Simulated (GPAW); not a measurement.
Two runs for the F K edge of atom 2 in KF (Carobbiite, Fm-3m). Run A: GPAW, PBE, full core hole (charged cell), 12-atom cell with 6.5 Å between holes, 3×3×3 k points, dipole transitions, Gaussian full width 0.9 eV up to 4 eV, rising linearly to 3.5 eV at 25 eV. Run B differs in one choice.

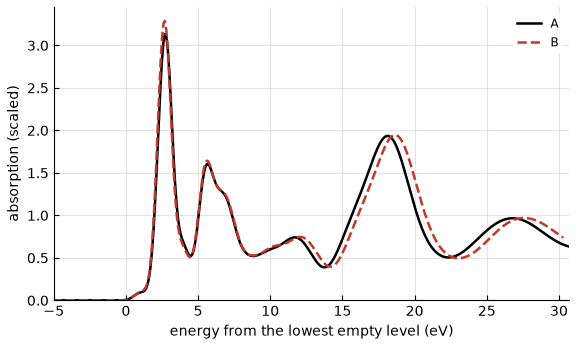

Energy from the lowest empty level; intensity scaled to a mean of 1 over the first 20 eV.

**Question.** What was changed?
a) the broadening
b) the volume of the cell
c) the plane-wave cutoff
d) the size of the supercell

(b): run B changes the volume scale from 1 to 0.94. The scaled spectrum changes by 12 % r.m.s. The highest intensity below 16 eV goes from 2.7 eV (3.13) to 2.7 eV (3.29). Other settings could leave a like mark; this is the one that was changed.

[Hosts, paths, dates, database ids (printed as entryN), source tags and the programs' standing remarks are cut or masked in the printed files.]

[Lists of maxima count a maximum above −3 eV only where it reaches 4 % of the highest in the window and stands out from its surroundings by 2 % of it (1.5 % where it reaches 55 %); shoulders and weaker maxima are passed over, and of the rest the first, up to two pre-edge ones and the few strongest are named.]
